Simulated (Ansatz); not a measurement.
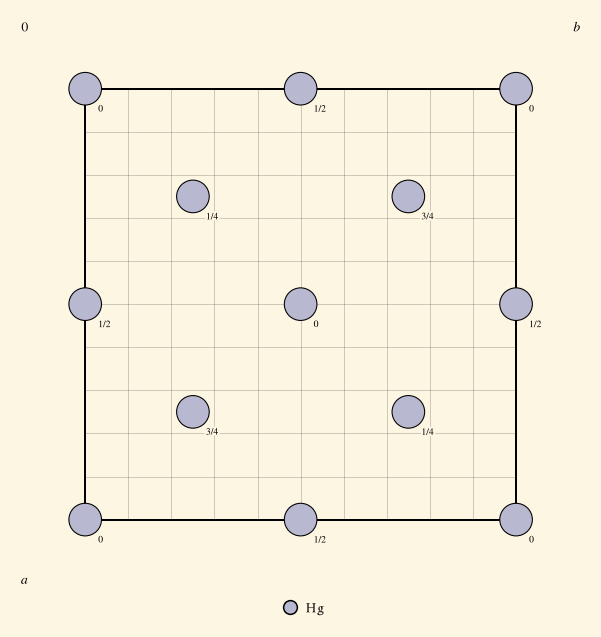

Plan of a unit cell projected along c (a down the page, b across); the numbers are heights as fractions of c, and atoms on the cell's edges are repeated. The grid marks tenths of a and b. Source: the geometry relaxed with DFT r2SCAN, scalar-relativistic, plane waves, PAW (Ansatz); the starting structure was generated, so it need not be a known form of this composition. Symmetry computed with spglib at a tolerance of 0.002 Å; standard conventional cell.

a = 6.772 Å, b = 6.772 Å, c = 6.772 Å, α = 90.00°, β = 90.00°, γ = 90.00°.

What does the cell contain?

8 Hg: Hg, Z = 8.

Which space group?

Fd-3m (No. 227, origin choice 1), face-centred cubic.

Give the fractional coordinates of all atoms, to two places.

| atom | x | y | z |
| --- | --- | --- | --- |
| Hg | 0.50 | 0.00 | 0.50 |
| Hg | 0.25 | 0.25 | 0.25 |
| Hg | 0.50 | 0.50 | 0.00 |
| Hg | 0.25 | 0.75 | 0.75 |
| Hg | 0.00 | 0.00 | 0.00 |
| Hg | 0.75 | 0.25 | 0.75 |
| Hg | 0.00 | 0.50 | 0.50 |
| Hg | 0.75 | 0.75 | 0.25 |
